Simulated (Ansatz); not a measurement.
**Al15ZnO24: single-point calculation (part 1 of 2)**

System: Al15ZnO24 (defect cell, 40 atoms in the cell).
Method: DFT PBE, scalar-relativistic, plane waves, PAW, spin-polarised (Ansatz 0.2.0).

The structure derives from a Materials Project entry.

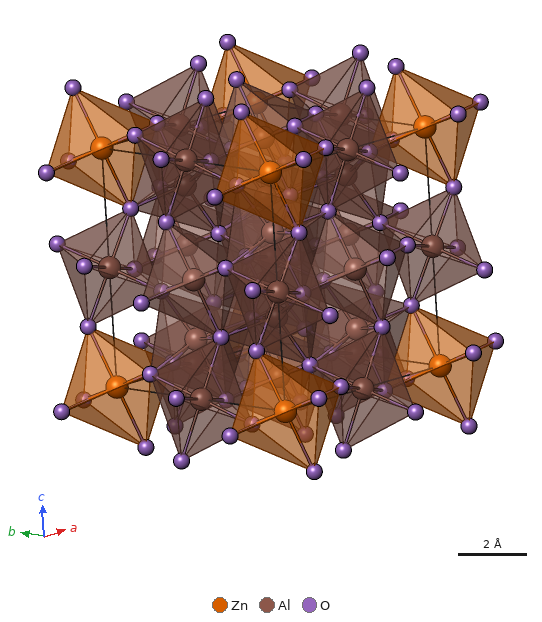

Figure 1. The structure (polyhedral view of the cell of the calculation, seen at an oblique angle; polyhedra are completed across the faces of the cell). An atom can appear more than once, as a periodic image.

### Input file
```yaml
crystal:
  lattice:
    - [-4.7976, -2.769896, 4.462709]
    - [4.7976, -2.769896, 4.462709]
    - [0.0, 5.539791, 4.462709]
  atoms:
    - { symbol: Zn, position: [0.0009977914, 0.0002831244, -0.0001661809], spin: 0.15 }
    - { symbol: Al, position: [0.500971389, 0.500225456, -0.0001873075] }
    - { symbol: Al, position: [0.5009509611, 0.0002531901, 0.4998615592] }
    - { symbol: Al, position: [0.0010243251, 0.5002432191, 0.4998624529] }
    - { symbol: Al, position: [0.5009728708, 0.5002228071, 0.4998859591] }
    - { symbol: Al, position: [0.0010204449, 0.0002513095, 0.4998802373] }
    - { symbol: Al, position: [0.0010023394, 0.5003439923, -0.0002122511] }
    - { symbol: Al, position: [0.5009757677, 0.0003189147, -0.000189471] }
    - { symbol: Al, position: [0.6944520231, 0.6937251797, 0.6933292809] }
    - { symbol: Al, position: [0.1958756944, 0.1934004755, 0.6914665895] }
    - { symbol: Al, position: [0.1941434774, 0.6918357004, 0.1947429713] }
    - { symbol: Al, position: [0.6927389207, 0.1951222401, 0.1931372069] }
    - { symbol: Al, position: [0.3075746482, 0.3067850702, 0.306350367] }
    - { symbol: Al, position: [0.80620836, 0.8071446196, 0.3083587398] }
    - { symbol: Al, position: [0.8078580095, 0.3086499994, 0.804975891] }
    - { symbol: Al, position: [0.3092883785, 0.8053907216, 0.8066357542] }
    - { symbol: O, position: [0.4166777394, 0.5588226831, 0.2520639634], spin: 0.01 }
    - { symbol: O, position: [0.9086336875, 0.0628072946, 0.2636594807], spin: 0.09 }
    - { symbol: O, position: [0.9161768536, 0.5618408095, 0.7509758055], spin: 0.01 }
    - { symbol: O, position: [0.4160188527, 0.0593807679, 0.751902083], spin: 0.01 }
    - { symbol: O, position: [0.4423758744, 0.7479867932, 0.5841859807], spin: 0.01 }
    - { symbol: O, position: [0.9418788639, 0.2482264031, 0.5848440417], spin: 0.01 }
    - { symbol: O, position: [0.9383855467, 0.7365617269, 0.0923305401], spin: 0.09 }
    - { symbol: O, position: [0.439428252, 0.2490828978, 0.0846171341], spin: 0.01 }
    - { symbol: O, position: [0.7487411792, 0.5845619893, 0.4412669191], spin: 0.01 }
    - { symbol: O, position: [0.2498808418, 0.0850936737, 0.4382079542], spin: 0.01 }
    - { symbol: O, position: [0.2488667992, 0.5852819848, 0.9407289335], spin: 0.01 }
    - { symbol: O, position: [0.7373437084, 0.0926548548, 0.9372455228], spin: 0.09 }
    - { symbol: O, position: [0.2532356824, 0.4159486956, 0.5584383748], spin: 0.01 }
    - { symbol: O, position: [0.7520889834, 0.9154328315, 0.5614978675], spin: 0.01 }
    - { symbol: O, position: [0.7530470201, 0.4152311499, 0.0588955743], spin: 0.01 }
    - { symbol: O, position: [0.2647769679, 0.9077447248, 0.062336902], spin: 0.09 }
    - { symbol: O, position: [0.5595963186, 0.2524908509, 0.4155624617], spin: 0.01 }
    - { symbol: O, position: [0.0600727534, 0.7522863728, 0.414863306], spin: 0.01 }
    - { symbol: O, position: [0.0635733967, 0.2640423689, 0.907364064], spin: 0.09 }
    - { symbol: O, position: [0.5625333294, 0.7513503518, 0.915027632], spin: 0.01 }
    - { symbol: O, position: [0.5852759398, 0.4415896468, 0.7476019413], spin: 0.01 }
    - { symbol: O, position: [0.0934410958, 0.9377272581, 0.7360578497], spin: 0.09 }
    - { symbol: O, position: [0.0858343894, 0.4386595117, 0.2486792152], spin: 0.01 }
    - { symbol: O, position: [0.586008877, 0.9411569794, 0.2478139415], spin: 0.01 }
magnetization:
  spin_polarized: true
basis:
  ecutwfc: 420
  fft_grid_basis: typed
kpoints:
  mp_grid: { grid: [3, 3, 3] }
hamiltonian:
  xc: pbe
  pseudopotentials: { kind: paw }
scf:
  occupations: { method: gaussian, width: 0.05 }
  n_extra_bands: 15
output:
  forces: true
  stress: false
  eigenvalues: true
  bader: false
  write_density: false
  volumetric_format: npy
  populations: true
  band_densities:
    - { e_range: [-0.25, 0.25] }
    - { e_range: [-1.2, 0.0] }
    - { e_range: [0.0, 1.2] }
  dos:
    e_range: [-30, 8]
    de: 0.02
    method: { smearing: { sigma: 0.03, scheme: gaussian } }
    projected: { site_lists: { Al: [Al], O: [O], Zn: [Zn] } }
checkpoint:
  read: start.run
  write: ck
  compress: false
  write_wavefunctions: false
  write_every: 100000
```

Launched with:
```bash
ansatz run input.yaml --threads 4 --pin off --max-ram 10240MiB --backend cpu --events-out ev --progress --plain --runs-dir out
```

### What the program printed
```
Warning: the band count 116 (scf.n_extra_bands) hosts the net moment |M| = 0.8700 μB (N_el = 201) but caps the reachable moment at 2·n_bands − N_el = 31.0000 μB, below the 141 bands that the automatic rule leaves for it — a moment growing past the seed, or the majority channel's smearing tail, pins there with fewer empty majority states than that count leaves; raise or omit scf.n_extra_bands unless the cap is intended
Warning: checkpoint.read: spin seed differs: saved 0748571cd9fb…, current 5c4d11251cce…; the loaded state replaces the seed-built initial guess (but the starting_ns of a DFT+U solve that opens without the state's occupation matrices), so the run may converge into the producing seed's basin, or, where the symmetry group that follows from this deck's starting moments and starting_ns does not hold the saved magnetisation, lose that magnetisation at its first build. Where atoms have moved since the state was saved, this difference can also decide whether moments are moved with them. A self-consistent run of this deck without the state starts from its starting moments and, under a DFT+U term, its starting_ns
scf.n_extra_bands = 15 over 101 filled bands (N_el = 201.0): the run solves 116 bands
Engine: ansatz 0.2.0, aarch64-unknown-linux-gnu
Pseudopotentials: kind: paw
Pseudopotential: Zn, paw, valence charge 12, recommended cutoff 420 eV (normal), Zn.paw.azcp
Pseudopotential: Al, paw, valence charge 3, recommended cutoff 420 eV (normal), Al.paw.azcp
Pseudopotential: O, paw, valence charge 6, recommended cutoff 420 eV (normal), O.paw.azcp
Functional definition: PBE
  parameter kappa = 0.804
  parameter beta = 0.06672455060314922
  exchange = pbe_x(kappa = kappa, mu = beta*pi^2/3)
  correlation = pbe_c(beta = beta)
Crystal: 40 atoms, lattice volume = 355.826 Å³
Basis set: ecut = 420 eV, 6945 PW (Γ), exchange–correlation on 96×96×96 points (8 copies of the dense FFT grid, shifted against one another)
Bands: 116, of which v1, the nominal top of the filled ones, is band 101 counted from 1 (100 counted from 0)
Symmetry: 1 space group operations
Space group: P1 (ITA 1), of the structure as read, at distance tolerance 7.1e-5 Å
Magnetic group: BNS 1.1 (UNI 1), of the structure as read, at distance tolerance 7.1e-5 Å
k-points: 14 of 27 (time reversal used)
Non-local potential: Zn, projectors of the file, l = 0: 2, l = 1: 2, l = 2: 3, l = 3: 1
Non-local potential: Al, projectors of the file, l = 0: 2, l = 1: 2, l = 2: 1
Non-local potential: O, projectors of the file, l = 0: 2, l = 1: 2, l = 2: 1
PAW form: soft (Blöchl's): semilocal exchange-correlation on the pseudo side does not see the compensation charge
PAW one-centre angular grid: Zn, 590 points (default); XC on 64 Gauss nodes
PAW one-centre angular grid: Al, 110 points (default); XC on 64 Gauss nodes
PAW one-centre angular grid: O, 110 points (default); XC on 64 Gauss nodes
Initial density: read from a saved state, or passed on in memory by an earlier SCF of this step, an earlier step, the calling program or the single point that the run made first
Stability of the state it starts from, as read at its close in the collinear treatment: not read negative (Ritz values of 1 − χ₀K, real part plus size of imaginary part, from 0.79 to 0.85, by its mixing steps under no symmetry); its run was given moments
Starting moments: Σ|m| = 0.87 μB on 25 of 40 sites; this step starts from the density that it was given
Initial wavefunctions: pseudopotential atomic-orbital guess
Functional: x = pbe(κ = 0.804, μ = 0.2195149727645171), c = pbe(β = 0.06672455060314922)
iter 1 solved again at ethr=1.62e-7 eV; its pass at ethr=3.10e-3 eV (dr2=3.25e-4 eV) is discarded
SCF iter   1: F=—  HF=-25050.721860 eV  |F-HF|=—  |Δ(HF+E_count)|=         —  Δρ=7.76e-7 (↑7.63e-7 ↓7.76e-7)  dr2=8.61e-9  dr2_m=1.12e-10  M=1.000 μB ∫|m|=1.083 μB  β_m=0.30  ethr=1.62e-7  ⟨swp⟩=4.2  Hψ=24776  notcnv=0
eigensolver tolerance schedule: the retry pair's looser diagonalisation over-reported the residual by 37741.94 of it (diagonalisation noise at an unbounded share of the residual, at the tolerance the schedule requests for it); recorded, not acted on — ethr = c·dr2/N_el stays at c = 1.0e-1
preconditioner: auto → Kerker (q_TF=auto, 2.481 Å⁻¹)  [metal: Δε(μ)=0.015 eV  Ē_g=15.469 eV  σ=0.050 eV  W_gap=0.17  n_scr=92 (ndim 8)  ℏωp=27.9 eV  f_vac=0.005  D(μ)=12.07/eV (n_scr^D=92)]
spin=Collinear: Kerker preconditioning applied to the charge; magnetization (m = ρ↑ − ρ↓) channel mixes plain (no charge-response kernel on spin).
SCF iter   2: F=—  HF=-25050.722301 eV  |F-HF|=—  |Δ(HF+E_count)|=   4.41e-4  Δρ=4.79e-7 (↑3.20e-7 ↓4.79e-7)  dr2=1.52e-9  dr2_m=6.19e-11  M=1.000 μB ∫|m|=1.083 μB  β_m=0.27  ethr=4.28e-12  ⟨swp⟩=12.6  Hψ=16616  notcnv=0
SCF iter   3: F=-25050.722301 eV  HF=-25050.722301 eV  |F-HF|=2.04e-10  |Δ(HF+E_count)|=  1.49e-10  Δρ=2.98e-7 (↑2.31e-7 ↓2.98e-7)  dr2=7.83e-10  dr2_m=2.35e-11  M=1.000 μB ∫|m|=1.083 μB  ethr=1.00e-12  ⟨swp⟩=1.0  Hψ=7028  notcnv=0
SCF 1 converged in 3 iterations: F = -25050.722301 eV  dr2 = 7.83e-10
  greatest PAW one-centre occupation: 0.996 electrons in one spin orbital (limit 2), on the Zn atom at site 0 (counted from 0), in its partial waves of l = 2
SCF converged after 3 iterations
Magnetization: 1.0000 μB (101.0000 up, 100.0000 down)
Absolute magnetization: 1.0863 μB (∫|ρ↑−ρ↓|, with the PAW one-centre terms)
Spin contamination: 0.0008 ħ² per cell (⟨S²⟩ above its minimum at these occupations)
Per-site moments (μB) at R_I (Å): [(0.1549346882043815, 0.8273801264165564), (-0.00018062299687008468, 0.7876341189645444), (-0.00017857369522375615, 0.7875960482655612), (-0.00017944253317102326, 0.7876711006236008), (-7.473899718103156e-5, 0.7882804848572681), (0.00023152260703964342, 0.767797842446382), (0.0002346409450073327, 0.7680876688573129), (0.00023880801183444602, 0.7680417575529688), (0.0005356361373614229, 0.7510680076828508), (-0.0002980621534306903, 0.7482025468772049), (-0.00030295307817507645, 0.7483501182068789), (-0.00030045301289253085, 0.7481039287295217), (0.0005345868296153068, 0.7511028016973581), (-0.00029787825616067005, 0.7483128565871581), (-0.00030198874768128407, 0.7482843091989668), (-0.00030074515662428965, 0.7480654555924691), (0.0054823849991857895, 0.7543159969383487), (0.090693051856437, 0.7481039287295217), (0.014522374056482405, 0.7511822703680316), (0.0125370170365305, 0.7520739931484959), (0.005442040760484168, 0.7542615741117411), (0.01254255710992944, 0.7520384731742144), (0.0918815112531128, 0.7483128565871581), (0.014590029557179838, 0.7512073296196019), (0.005498465120457933, 0.7544155518446233), (0.014388084033391521, 0.7511028016973581), (0.012600880089371743, 0.7520704677755291), (0.09229156515748738, 0.7482843091989668), (0.005472799816064791, 0.7543981981784843), (0.014378698105547174, 0.7510680076828508), (0.012620495595155504, 0.7521673499567415), (0.0922771653877634, 0.7483501182068789), (0.005419647057450757, 0.7542426769622025), (0.012446319129863406, 0.7520935427861879), (0.09181636901007771, 0.7482025468772049), (0.01465041795692, 0.7511428720600294), (0.005509674576712859, 0.7543830876807673), (0.09065331985333386, 0.7480654555924691), (0.014546669057719898, 0.751226728826309), (0.012550152584624226, 0.7522879635373444)]
Free energy (F): -25050.722301 eV
Harris-Foulkes:  -25050.722301 eV  (|F-HF|=2.04e-10)
Internal energy: -25050.707214 eV  (E = F + TS)
E sigma→0 (E₀):  -25050.714757 eV
Entropy (-TS):   -0.015088 eV (-0.377 meV/atom)
Fermi energy:    7.462684 eV
--- Per-component energies (eV) ---
  E_band       = 179.487508
  E_kinetic    = 4840.750204
  E_local      = -10532.193882  (includes V_loc(G=0)·N_el)
  E_nonlocal   = 1907.831338
  E_hartree    = 4050.251840
  E_xc         = -2551.167742
  E_vxc        = -2810.160260  (∫ρ·V_xc dr)
  E_paw        = -12648.525564  (= ΣΔE_a)
  E_vpaw       = -1327.303969  (= ΣTr[D̂ρ^β])
  E_aug_tail   = 0.060142  (compensation charges beyond the density's cutoff)
  E_ewald      = -10117.713550
  E_smearing   = -0.015088  (= −TS)
  E_closure    = -0.000000  (closes the sum)
  Σ components = -25050.722301   (vs F -25050.722301, Δ=0.00e0)
```
